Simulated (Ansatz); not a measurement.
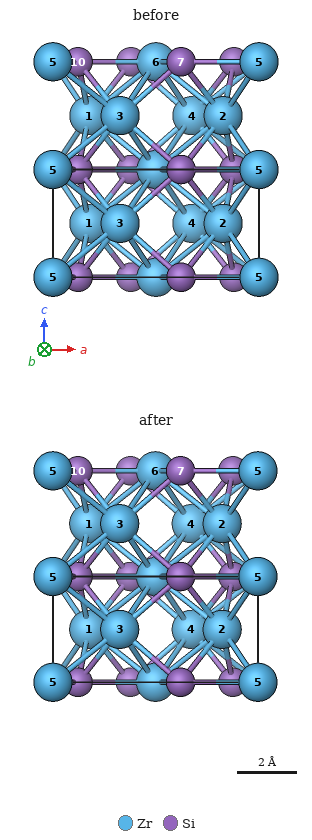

The structure of crystalline Zr3Si2 (set up in P4/mbm) before (top) and after (bottom) a relaxation, at one scale.

A ball-and-stick model of the cell of the calculation, repeated 1 × 1 × 2 with one cell outlined, seen along the b axis.

Level of theory: DFT PBEsol, scalar-relativistic, plane waves, PAW (Ansatz). (plane-wave cutoff 420 eV; k-point mesh 6 × 6 × 10; occupations gaussian; smearing width 0.1 eV; no spin polarisation; cell and atoms relaxed; force threshold 0.005 eV/Å; at most 80 steps)

Describe what moved and what it gained.

Answer. The largest moves relative to the cell, 0.005 Å, are those of Si atoms. By element the largest moves are Si 0.005 Å, Zr 0.004 Å. The drawn cell changes as follows: a = b 7.103 → 7.066 Å (−0.5 %), c 3.714 → 3.644 Å (−1.9 %); the volume changes by −2.9 %. Among the contacts that change: Si–Zr 2.766 → 2.728 Å, Zr–Zr 3.215 → 3.183 Å, Si–Zr 2.829 → 2.803 Å, Zr–Zr 3.497 → 3.487 Å. The space group stays P4/mbm (No. 127). Over 3 accepted moves (5 points after the start) the energy falls by 7.2 meV per atom. The largest force component goes from 0.072 to 0.0045 eV/Å. Pressure: −3.77 GPa at the start and 0.01 GPa at the end. The line search rejected the trial step at point 1 of the run. The SCF was repeated once at an unchanged geometry on a basis and grid sized afresh for the cell, which shifted the energy by 0.1 meV per atom at most. The run took 4.4 min on 2 threads of AMD EPYC (Zen 3) (shared host), peak memory 0.81 GiB.
